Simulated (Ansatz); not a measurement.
System: CsCl-type TlCl, space group Pm-3m, 2 atoms in the cell, relaxed with r2SCAN; cubic a = 3.839 Å. Starting point: PBE, Ansatz PAW set, no spin polarisation, no spin-orbit coupling, 4×4×4 k mesh, 420 eV cutoff, fixed occupations (Ansatz 0.2.0). Many-body step: G0W0 with empty bands 168, screening cutoff 120 eV and frequency treatment contour deformation.

In PBE the smallest gap over these k points is 2.08 eV, with direct gaps of 2.08 eV at X, 4.49 eV at (0.00, 0.25, −0.50) and 4.54 eV at R.

### What does G0W0 give?

Over the k points that were corrected, the smallest gap goes from 2.08 eV in PBE (direct at X) to 3.14 eV in G0W0 (direct at X), a change of +1.06 eV (+51 %). Counted from the valence top, the lowest empty level moves by +1.06 eV at X, +1.17 eV at (0.00, 0.25, −0.50) and +1.10 eV at R; over the 4 points that were corrected the shifts run from +1.06 to +1.19 eV: a spread of 0.13 eV on a mean of 1.13 eV, so one scissor shift describes this level well. The top filled level also moves against the valence top, by −0.10 eV at R. Down to 2.0 eV under the top, the filled levels drop by about 0.05 eV more for each eV of depth, so the valence band is stretched by about 5 %.

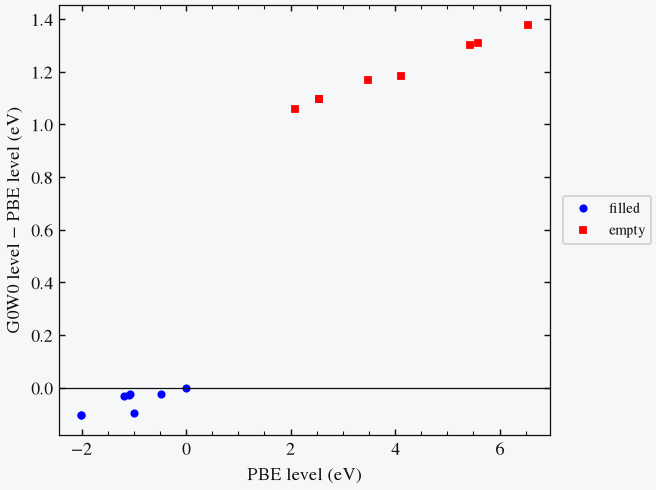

Change of each level from PBE to G0W0 against its PBE energy, both sets counted from their own valence top.

| k point | PBE direct gap (eV) | G0W0 direct gap (eV) |
| --- | --- | --- |
| X | 2.08 | 3.14 |
| (0.00, 0.25, −0.50) | 4.49 | 5.73 |
| R | 4.54 | 5.75 |

Spin-orbit coupling is left out, which matters for Tl. The k mesh is thin for GW. Bands, cutoffs and mesh are finite, so these values aren't at the basis limit.
